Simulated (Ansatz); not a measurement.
# CdTe: 5 runs along one coordinate

System: CdTe (F-43m, 2 atoms in the cell).
Method: Kohn-Sham DFT of a periodic cell, PBE with D3(BJ), Ansatz PAW, no spin polarisation (Ansatz 0.2.0).

The 5 runs differ only in the geometry, by an even scaling of the cell at fixed fractional positions. The structure derives from an entry of the Crystallography Open Database.

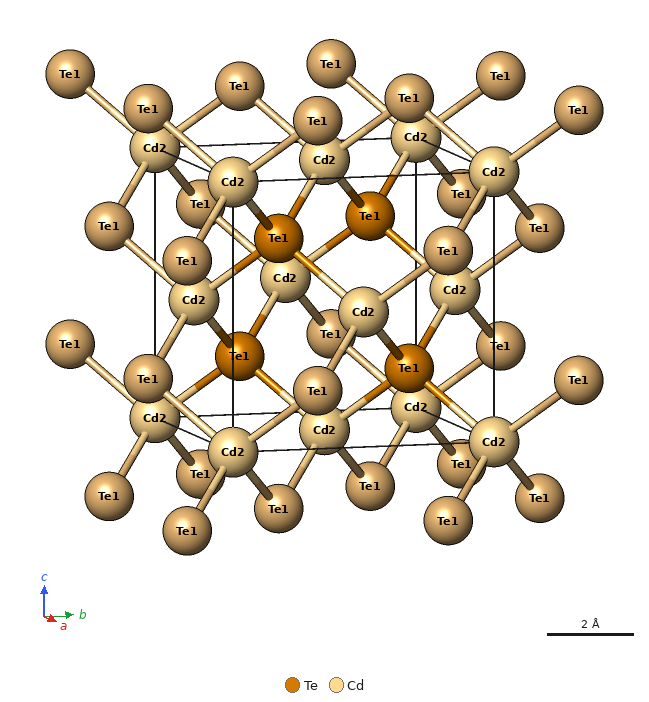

Figure 1. The structure of run 3 (ball-and-stick view of the cell 4 times as large as that of the calculation, set on its symmetry axes, seen slightly off an axis; neighbours outside the cell are drawn fainter; atoms are numbered from 1 in the order of the input).

## Input of run 3
```yaml
crystal:
  lattice:
    - [0.0, 3.1834892848, 3.1834892848]
    - [3.1834892848, 0.0, 3.1834892848]
    - [3.1834892848, 3.1834892848, 0.0]
  atoms:
    - { symbol: Te, position: [0.75, 0.75, 0.75] }
    - { symbol: Cd, position: [0.0, 0.0, 0.0] }
hamiltonian:
  xc: pbe
  pseudopotentials: { kind: paw }
  dispersion: d3bj
kpoints:
  mp_grid: { grid: [7, 7, 7] }
scf:
  occupations: { method: fermi_dirac, width: 0.05 }
output:
  forces: true
  stress: true
  eigenvalues: true
```

Command:
```bash
ansatz run input.yaml --threads 2 --pin off --max-ram 5120MiB --backend cpu --events-out ev --progress --plain --runs-dir out
```

Run 2 differs from it as follows:
```diff
-    - [0.0, 3.1834892848, 3.1834892848]
-    - [3.1834892848, 0.0, 3.1834892848]
-    - [3.1834892848, 3.1834892848, 0.0]
+    - [0.0, 3.1616838793, 3.1616838793]
+    - [3.1616838793, 0.0, 3.1616838793]
+    - [3.1616838793, 3.1616838793, 0.0]
```

## Results, with one run withheld

| run | volume per atom (Å³) | free energy per atom, from the lowest run given (meV) | pressure (GPa) | gap on the mesh (eV) |
| --- | --- | --- | --- | --- |
| 1 | 30.947 | 59.25 | 5.82 | 1.06 |
| 2 | 31.605 | ? | ? | ? |
| 3 | 32.263 | 22.13 | 3.30 | 0.93 |
| 4 | 34.239 | 0.16 | 0.42 | 0.75 |
| 5 | 34.897 | 0.00 | −0.34 | 0.70 |

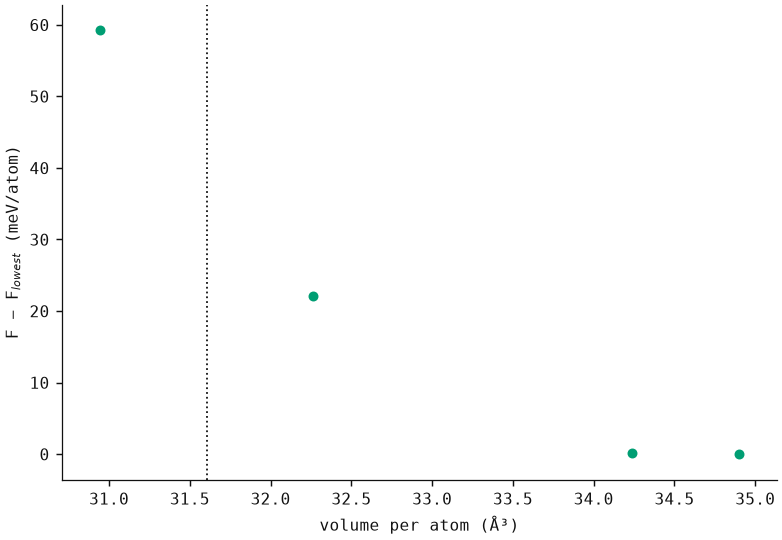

Figure 2. Free energy per atom of the runs given; the dotted line marks run 2.

Estimate the energy of run 2 from the others.

A quadratic polynomial in V^(−2/3) (the Birch–Murnaghan form), fitted to the 4 runs given, misses them by at most 0.09 meV per atom. With x = V^(−2/3) − 0.09715 Å⁻², it reads F = 9.3702 + 6670.4 x + 1.1449e+06 x² (meV per atom). At run 2 it gives 38.18 meV per atom, and the run itself gives 38.10. The slope of the fit gives a pressure −dF/dV of 4.49 GPa there, and the run prints 4.49 GPa. The fit has its minimum at 34.568 Å³ per atom, where V d²F/dV² gives 41.9 GPa: the bulk modulus at this level, since symmetry fixes the shape and the positions. The gap on the mesh goes, without turning, from 1.06 eV in run 1 to 0.70 eV in run 5; run 2 has 1.00 eV. These are gaps of this functional on this mesh, which can miss the band edges; they aren't the measured gap.

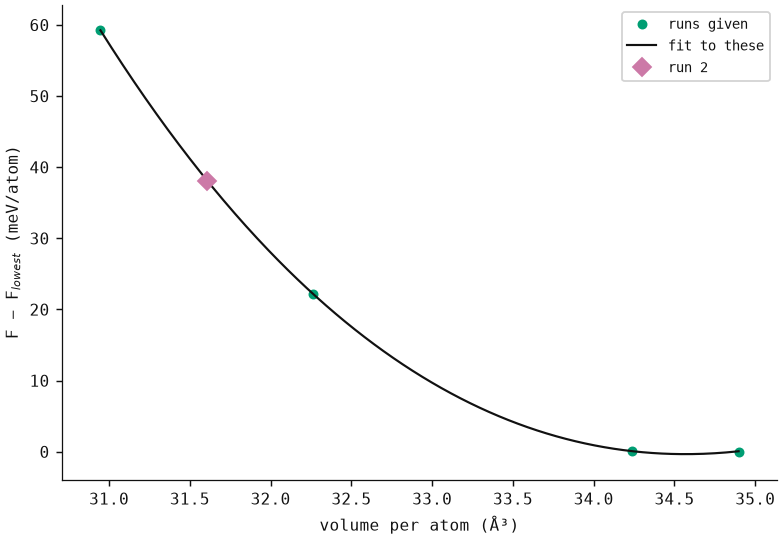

Figure 3. The fit and the withheld run.

## Output, shortened to warnings, some set-up lines, iterations and results (run 2)
```
Basis set: ecut = 420 eV, 1243 PW (Γ), exchange–correlation on 60×60×60 points (8 copies of the dense FFT grid, shifted against one another)
Symmetry: 24 space group operations
k-points: 20 of 343 (time reversal used)
Initial density: superposition of atomic densities (neutral atoms: chi_scale 0, normalization atom), corrected by the library's trained network
[...]
SCF iter   1: F=—  HF=-15235.913959 eV  |F-HF|=—  |Δ(HF+E_count)|=         —  Δρ=1.31e-3  dr2=2.45e-3  ethr=1.77e-3  ⟨swp⟩=6.0  Hψ=2085  notcnv=0
SCF iter   2: F=—  HF=-15235.913415 eV  |F-HF|=—  |Δ(HF+E_count)|=   5.44e-4  Δρ=5.31e-4  dr2=1.81e-4  ethr=6.79e-6  ⟨swp⟩=2.0  Hψ=801  notcnv=0
SCF iter   3: F=—  HF=-15235.913449 eV  |F-HF|=—  |Δ(HF+E_count)|=   3.40e-5  Δρ=2.01e-4  dr2=2.61e-5  ethr=5.02e-7  ⟨swp⟩=2.2  Hψ=776  notcnv=0
SCF iter   4: F=—  HF=-15235.913468 eV  |F-HF|=—  |Δ(HF+E_count)|=   1.87e-5  Δρ=6.62e-5  dr2=2.46e-6  ethr=7.24e-8  ⟨swp⟩=2.0  Hψ=616  notcnv=0
SCF iter   5: F=-15235.913475 eV  HF=-15235.913475 eV  |F-HF|=2.83e-7  |Δ(HF+E_count)|=   7.17e-6  Δρ=1.44e-5  dr2=8.73e-8  ethr=6.82e-9  ⟨swp⟩=2.0  Hψ=621  notcnv=0
SCF iter   6: F=-15235.913475 eV  HF=-15235.913475 eV  |F-HF|=1.36e-9  |Δ(HF+E_count)|=   3.44e-7  Δρ=1.82e-6  dr2=1.17e-9  ethr=2.43e-10  ⟨swp⟩=3.5  Hψ=1735  notcnv=0
SCF 1 converged in 6 iterations: F = -15235.913475 eV  dr2 = 1.17e-9
SCF converged after 6 iterations
Free energy (F): -15235.913475 eV
Harris-Foulkes:  -15235.913475 eV  (|F-HF|=1.36e-9)
Internal energy: -15235.913474 eV  (E = F + TS)
E sigma→0 (E₀):  -15235.913475 eV
Entropy (-TS):   -0.000001 eV (-0.000 meV/atom)
Fermi energy:    9.085601 eV
--- Per-component energies (eV) ---
  E_band       = -758.383414
  E_kinetic    = 687.424873
  E_local      = -5256.510062  (includes V_loc(G=0)·N_el)
  E_nonlocal   = -276.823892
  E_hartree    = 2667.397921
  E_xc         = -302.116450
  E_vxc        = -327.278707  (∫ρ·V_xc dr)
  E_paw        = -8745.613866  (= ΣΔE_a)
  E_vpaw       = -919.992950  (= ΣTr[D̂ρ^β])
  E_aug_tail   = -0.000180  (compensation charges beyond the density's cutoff)
  E_ewald      = -4008.926627
  E_disp       = -0.745192  (pairwise vdW)
  E_smearing   = -0.000001  (= −TS)
  E_closure    = 0.000000  (closes the sum)
  Σ components = -15235.913475   (vs F -15235.913475, Δ=0.00e0)
--- Forces (eV/Å), atoms counted from 1 ---
  atom   1  Te     0.00000000    -0.00000000    -0.00000000
  atom   2  Cd    -0.00000000     0.00000000    -0.00000000
  max |Σ_I F_I| component: 1.11e-16 eV/Å
--- Stress (GPa, compression-positive) ---
        4.491091       0.000000      -0.000000
       -0.000000       4.491091       0.000000
       -0.000000       0.000000       4.491091
  P = ⅓ Tr σ = 4.4911 GPa (44.911 kbar)
```
